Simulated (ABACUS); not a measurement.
## Single-point calculation at one volume of an equation of state, with input and output: Ni (part 2 of 2)

Continued. System: Ni (Im-3m, 1 atom in the cell). Method: Kohn-Sham DFT of a periodic cell, PBE, PseudoDojo NC SR 0.4.1 PBE standard, spin-polarised (ABACUS 3.10.1); cutoff 1360.57 eV, 13×13×13 k-mesh, fermi-dirac of 0.05 eV, collinear spins. The structure derives from a Materials Project entry. It belongs to a series of runs on one base structure; here: volume scaled by 1.02. The settings are looser than a standard set-up, so the numbers are not reference values.

Geometry of the input (Å; fractional positions):
```
-1.3929  1.3929  1.3929
1.3929  -1.3929  1.3929
1.3929  1.3929  -1.3929
Ni 0.0000  0.0000  0.0000
```

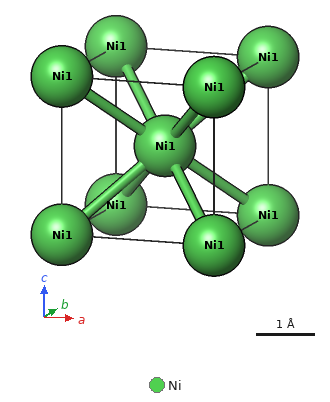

Figure 1. The structure as given in the input (ball-and-stick view of the cell 2 times as large as that of the calculation, set on its symmetry axes, seen slightly off an axis; atoms are numbered from 1 in the order of the input).

What the program printed, continued
```
----------------------------------------------------------
 E_KohnSham     -335.2774693534      -4561.6839942263
 E_Harris       -335.3060652689      -4562.0730616171
 E_Fermi        1.7065081585         23.2182346386
----------------------------------------------------------

 LCAO ALGORITHM --------------- ION=   1  ELEC=   6--------------------------------
          total magnetism (Bohr mag/cell) = 0.634011
       absolute magnetism (Bohr mag/cell) = 0.634096
                        nelec for spin up = 9.31701
                      nelec for spin down = 8.68299

 Density error is 0.00055889028101
----------------------------------------------------------
     Energy           Rydberg                 eV
----------------------------------------------------------
 E_KohnSham     -335.2774709671      -4561.6840161824
 E_Harris       -335.3003012899      -4561.9946386593
 E_Fermi        1.7064439544         23.2173610971
----------------------------------------------------------

 LCAO ALGORITHM --------------- ION=   1  ELEC=   7--------------------------------
          total magnetism (Bohr mag/cell) = 0.633054
       absolute magnetism (Bohr mag/cell) = 0.633158
                        nelec for spin up = 9.31653
                      nelec for spin down = 8.68347

 Density error is 0.00015489192581
----------------------------------------------------------
     Energy           Rydberg                 eV
----------------------------------------------------------
 E_KohnSham     -335.2774716491      -4561.6840254618
 E_Harris       -335.2757649669      -4561.6608048583
 E_Fermi        1.7053245321         23.2021305763
----------------------------------------------------------

 LCAO ALGORITHM --------------- ION=   1  ELEC=   8--------------------------------
          total magnetism (Bohr mag/cell) = 0.633535
       absolute magnetism (Bohr mag/cell) = 0.633632
                        nelec for spin up = 9.31677
                      nelec for spin down = 8.68323

 Density error is 7.27889390809e-05
----------------------------------------------------------
     Energy           Rydberg                 eV
----------------------------------------------------------
 E_KohnSham     -335.2774716874      -4561.6840259828
 E_Harris       -335.2757826302      -4561.6610451800
 E_Fermi        1.7053495921         23.2024715345
----------------------------------------------------------

 LCAO ALGORITHM --------------- ION=   1  ELEC=   9--------------------------------
          total magnetism (Bohr mag/cell) = 0.634058
       absolute magnetism (Bohr mag/cell) = 0.634158
                        nelec for spin up = 9.31703
                      nelec for spin down = 8.68297

 Density error is 1.97849022145e-05
----------------------------------------------------------
     Energy           Rydberg                 eV
----------------------------------------------------------
 E_KohnSham     -335.2774717016      -4561.6840261754
 E_Harris       -335.2768506164      -4561.6755758779
 E_Fermi        1.7054204579         23.2034357129
----------------------------------------------------------

 LCAO ALGORITHM --------------- ION=   1  ELEC=  10--------------------------------
          total magnetism (Bohr mag/cell) = 0.633875
       absolute magnetism (Bohr mag/cell) = 0.633975
                        nelec for spin up = 9.31694
                      nelec for spin down = 8.68306

 Density error is 6.63622689311e-06
----------------------------------------------------------
     Energy           Rydberg                 eV
----------------------------------------------------------
 E_KohnSham     -335.2774717030      -4561.6840261950
 E_Harris       -335.2770652825      -4561.6784965604
 E_Fermi        1.7054200241         23.2034298117
----------------------------------------------------------

 LCAO ALGORITHM --------------- ION=   1  ELEC=  11--------------------------------
          total magnetism (Bohr mag/cell) = 0.633829
       absolute magnetism (Bohr mag/cell) = 0.633929
                        nelec for spin up = 9.31691
                      nelec for spin down = 8.68309

 Density error is 3.6664611364e-06
----------------------------------------------------------
     Energy           Rydberg                 eV
----------------------------------------------------------
 E_KohnSham     -335.2774717030      -4561.6840261944
 E_Harris       -335.2772976805      -4561.6816584976
 E_Fermi        1.7054274991         23.2035315133
----------------------------------------------------------

 LCAO ALGORITHM --------------- ION=   1  ELEC=  12--------------------------------
          total magnetism (Bohr mag/cell) = 0.633776
       absolute magnetism (Bohr mag/cell) = 0.633875
                        nelec for spin up = 9.31689
                      nelec for spin down = 8.68311

 Density error is 3.87557327648e-07
----------------------------------------------------------
     Energy           Rydberg                 eV
----------------------------------------------------------
 E_KohnSham     -335.2774717032      -4561.6840261979
 E_Harris       -335.2774696740      -4561.6839985887
 E_Fermi        1.7054320176         23.2035929916
----------------------------------------------------------

 LCAO ALGORITHM --------------- ION=   1  ELEC=  13--------------------------------
          total magnetism (Bohr mag/cell) = 0.633774
       absolute magnetism (Bohr mag/cell) = 0.633873
                        nelec for spin up = 9.31689
                      nelec for spin down = 8.68311

 Density error is 1.90199229135e-07
----------------------------------------------------------
     Energy           Rydberg                 eV
----------------------------------------------------------
 E_KohnSham     -335.2774717033      -4561.6840261982
 E_Harris       -335.2774734581      -4561.6840500736
 E_Fermi        1.7054320729         23.2035937429
----------------------------------------------------------

 LCAO ALGORITHM --------------- ION=   1  ELEC=  14--------------------------------
          total magnetism (Bohr mag/cell) = 0.633774
       absolute magnetism (Bohr mag/cell) = 0.633873
                        nelec for spin up = 9.31689
                      nelec for spin down = 8.68311

 Density error is 8.81304850242e-09
----------------------------------------------------------
     Energy           Rydberg                 eV
----------------------------------------------------------
 E_KohnSham     -335.2774717031      -4561.6840261964
 E_KS(sigma->0) -335.2770198294      -4561.6778781386
 E_Harris       -335.2774712521      -4561.6840200594
 E_band         -13.5435199398       -184.2690421580
 E_one_elec     -167.0674895527      -2273.0698084727
 E_Hartree      99.5276500883        1354.1431497517
 E_xc           -43.7550252923       -595.3176601091
 E_Ewald        -223.9817031990      -3047.4274112508
 E_entropy(-TS) -0.0009037475        -0.0122961155
 E_descf        0.0000000000         0.0000000000
 E_exx          0.0000000000         0.0000000000
 E_Fermi        1.7054319959         23.2035926960
----------------------------------------------------------

 charge density convergence is achieved
 final etot is -4561.6840262 eV
 EFERMI = 23.203592696 eV

 STATE ENERGY(eV) AND OCCUPATIONS    NSPIN == 2
SPIN UP :
 1/84 kpoint (Cartesian) = 0.0000 0.0000 0.0000 (316 pws)
       1       -78.3877    0.000455166
       2       -39.0693    0.000455166
       3       -39.0693    0.000455166
       4       -39.0693    0.000455166
       5        9.80204    0.000455166
       6        20.5457    0.000455166
       7        20.5457    0.000455166
       8        20.5457    0.000455166
       9        22.2900    0.000455166
      10        22.2900    0.000455166

 2/84 kpoint (Cartesian) = 0.027613 -0.027613 0.0000 (311 pws)
       1       -78.3847     0.00546199
       2       -39.0868     0.00546199
       3       -39.0748     0.00546199
       4       -39.0692     0.00546199
       5        10.0581     0.00546199
       6        20.4789     0.00546199
       7        20.5430     0.00546199
       8        20.6824     0.00546199
       9        22.2252     0.00546199
      10        22.2969     0.00546199

 3/84 kpoint (Cartesian) = 0.055226 -0.055226 0.0000 (306 pws)
       1       -78.3764     0.00546199
       2       -39.1349     0.00546199
       3       -39.0900     0.00546199
       4       -39.0690     0.00546199
       5        10.8138     0.00546199
       6        20.2955     0.00546199
       7        20.5114     0.00546199
       8        21.0715     0.00546199
       9        22.0919     0.00546199
      10        22.3188     0.00546199

 4/84 kpoint (Cartesian) = 0.082839 -0.082839 0.0000 (311 pws)
       1       -78.3647     0.00546199
       2       -39.2020     0.00546199
       3       -39.1113     0.00546199
       4       -39.0688     0.00546199
       5        12.0312     0.00546199
       6        20.0403     0.00546199
       7        20.4463     0.00546199
       8        21.6475     0.00546199
       9        22.0188     0.00546199
      10        22.3564     0.00546199

 5/84 kpoint (Cartesian) = 0.11045 -0.11045 0.0000 (313 pws)
       1       -78.3525     0.00546199
       2       -39.2711     0.00546199
       3       -39.1336     0.00546199
       4       -39.0685     0.00546199
       5        13.6348     0.00546199
       6        19.7738     0.00546199
       7        20.5965     0.00546199
       8        22.0587     0.00546199
       9        22.2976     0.00546199
      10        22.4052     0.00546199

 6/84 kpoint (Cartesian) = 0.13806 -0.13806 0.0000 (313 pws)
       1       -78.3436     0.00546199
       2       -39.3227     0.00546199
       3       -39.1520     0.00546199
       4       -39.0683     0.00546199
       5        15.3364     0.00546199
       6        19.5564     0.00546199
       7        21.8435     0.00546199
       8        22.3230     0.00546199
       9        22.4527     0.00546199
      10        22.8701     0.00545508

[... levels at 162 further k points ...]

-------------------------------------------------
 Total Magnetism (uB)
-------------------------------------------------
                        Ni1         0.6337736194
-------------------------------------------------

 correction force for each atom along direction 1 is 7.17533e-14
 correction force for each atom along direction 2 is -3.46213e-14
 correction force for each atom along direction 3 is -1.04586e-13
------------------------------------------------------------------------------------------
 TOTAL-FORCE (eV/Angstrom)
------------------------------------------------------------------------------------------
                       Ni1         0.0000000000         0.0000000000         0.0000000000
------------------------------------------------------------------------------------------

----------------------------------------------------------------
 TOTAL-STRESS (KBAR)
----------------------------------------------------------------
       417.5529419182        -0.0000000000        -0.0000000000
        -0.0000000000       417.5529419182         0.0000000000
         0.0000000000         0.0000000000       417.5529419182
----------------------------------------------------------------
 TOTAL-PRESSURE: 417.552942 KBAR

 --------------------------------------------
 !FINAL_ETOT_IS -4561.6840261963952798 eV
 --------------------------------------------
```

Standard output
```
ABACUS v3.10.1

               Atomic-orbital Based Ab-initio Computation at UStc

128

%%%%%%%%%%%%%%%%%%%%%%%%%%%%%%%%%%%%%%%%%%%%%%%%%%%%%%%%%%%%%%%%%%%%%%%%%%%%%%%%%%%%%%%%%%%%%%%%%%%%%%%%%
 Warning: the number of valence electrons in pseudopotential > 10 for Ni: [Ar] 3d8 4s2
 Pseudopotentials with additional electrons can yield (more) accurate outcomes, but may be less efficient.
 If you're confident that your chosen pseudopotential is appropriate, you can safely ignore this warning.
%%%%%%%%%%%%%%%%%%%%%%%%%%%%%%%%%%%%%%%%%%%%%%%%%%%%%%%%%%%%%%%%%%%%%%%%%%%%%%%%%%%%%%%%%%%%%%%%%%%%%%%%%

 UNIFORM GRID DIM        : 30 * 30 * 30
 UNIFORM GRID DIM(BIG)   : 15 * 15 * 15
 ---------------------------------------------------------
 Self-consistent calculations for electrons
 ---------------------------------------------------------
 SPIN    KPOINTS         PROCESSORS  THREADS     NBASE
 2       168             4           4           10
 ---------------------------------------------------------
 Use Systematically Improvable Atomic bases
 ---------------------------------------------------------
 ELEMENT ORBITALS        NBASE       NATOM       XC
 Ni      2s1p1d-7au      10          1
 ---------------------------------------------------------
 Initial plane wave basis and FFT box
 ---------------------------------------------------------
 -------------------------------------------
 SELF-CONSISTENT :
 -------------------------------------------
 START CHARGE      : atomic
 ITER      TMAG       AMAG        ETOT/eV          EDIFF/eV         DRHO     TIME/s
 GE1      5.58e-01   5.58e-01  -4.56181282e+03   0.00000000e+00   8.0819e-02   0.55
 GE2      4.66e-01   4.68e-01  -4.56172129e+03   9.15245136e-02   3.5063e-02   0.52
 GE3      5.56e-01   5.56e-01  -4.56166314e+03   5.81555655e-02   1.6723e-02   0.54
 GE4      6.20e-01   6.20e-01  -4.56168347e+03  -2.03277356e-02   4.5863e-03   0.56
 GE5      6.33e-01   6.33e-01  -4.56168399e+03  -5.28178121e-04   1.9075e-03   0.58
 GE6      6.34e-01   6.34e-01  -4.56168402e+03  -2.19560797e-05   5.5889e-04   0.54
 GE7      6.33e-01   6.33e-01  -4.56168403e+03  -9.27944344e-06   1.5489e-04   0.53
 GE8      6.34e-01   6.34e-01  -4.56168403e+03  -5.20980890e-07   7.2789e-05   0.51
 GE9      6.34e-01   6.34e-01  -4.56168403e+03  -1.92623154e-07   1.9785e-05   0.51
 GE10     6.34e-01   6.34e-01  -4.56168403e+03  -1.95088735e-08   6.6362e-06   0.50
 GE11     6.34e-01   6.34e-01  -4.56168403e+03   5.46016440e-10   3.6665e-06   0.49
 GE12     6.34e-01   6.34e-01  -4.56168403e+03  -3.50192980e-09   3.8756e-07   0.48
 GE13     6.34e-01   6.34e-01  -4.56168403e+03  -3.04717390e-10   1.9020e-07   0.50
 GE14     6.34e-01   6.34e-01  -4.56168403e+03   1.82211718e-09   8.8130e-09   0.47
----------------------------------------------------------------
 TOTAL-STRESS (KBAR)
----------------------------------------------------------------
       417.5529419182        -0.0000000000        -0.0000000000
        -0.0000000000       417.5529419182         0.0000000000
         0.0000000000         0.0000000000       417.5529419182
----------------------------------------------------------------
 TOTAL-PRESSURE: 417.552942 KBAR
```

File mulliken.txt
```
 0
CALCULATE THE MULLIkEN ANALYSIS FOR EACH ATOM
 Total charge of spin 1:	9.317
 Total charge of spin 2:	8.683
 Total charge:	18
Decomposed Mulliken populations
0                             Zeta of Ni              Spin 1              Spin 2                 Sum                Diff
s                                      0              1.0020              1.0020              2.0039              0.0000
s                                      1              0.6186              0.6239              1.2425             -0.0054
SUM OVER M+Zeta                                       1.6206              1.6259              3.2464             -0.0053

pz                                     0              0.9999              0.9999              1.9998              0.0000
px                                     0              0.9997              0.9996              1.9993              0.0000
py                                     0              0.9999              0.9999              1.9998              0.0000
SUM OVER M                                            2.9995              2.9994              5.9989              0.0001
SUM OVER M+Zeta                                       2.9995              2.9994              5.9989              0.0001

dz^2                                   0              0.9590              0.9227              1.8817              0.0362
dxz                                    0              0.9265              0.7551              1.6815              0.1714
dyz                                    0              0.9557              0.7157              1.6715              0.2400
dx^2-y^2                               0              0.9675              0.9147              1.8822              0.0529
dxy                                    0              0.8882              0.7496              1.6378              0.1385
SUM OVER M                                            4.6969              4.0578              8.7546              0.6391
SUM OVER M+Zeta                                       4.6969              4.0578              8.7546              0.6391

SUM OVER M+Zeta+L                                     9.3169              8.6831             18.0000              0.6338

Total Charge on atom:                 Ni             18.0000
Total Magnetism on atom:              Ni              0.6338
```

Key numbers

- outcome: converged
- space group (tolerance 0.01 Å): Im-3m (229)
- electrons treated: 18
- free energy: −4561.6840 eV
- Fermi energy: 23.204 eV
- gap on the k-point mesh: none (metallic)
- net moment of the cell: 0.63 μB
- integrated absolute moment: 0.63 μB
- pressure: 41.76 GPa
- largest force (length of the vector): under 0.001 eV/Å
- wall time: 8.2 s (CPU time 33 s)
- peak memory: 0.44 GiB

Remarks

Settings chosen away from the usual ones: volume scaled by 1.02. The settings depart from the standard set-up of this series, which can bear on the numbers. Points of doubt noted for this run: home made orbitals.
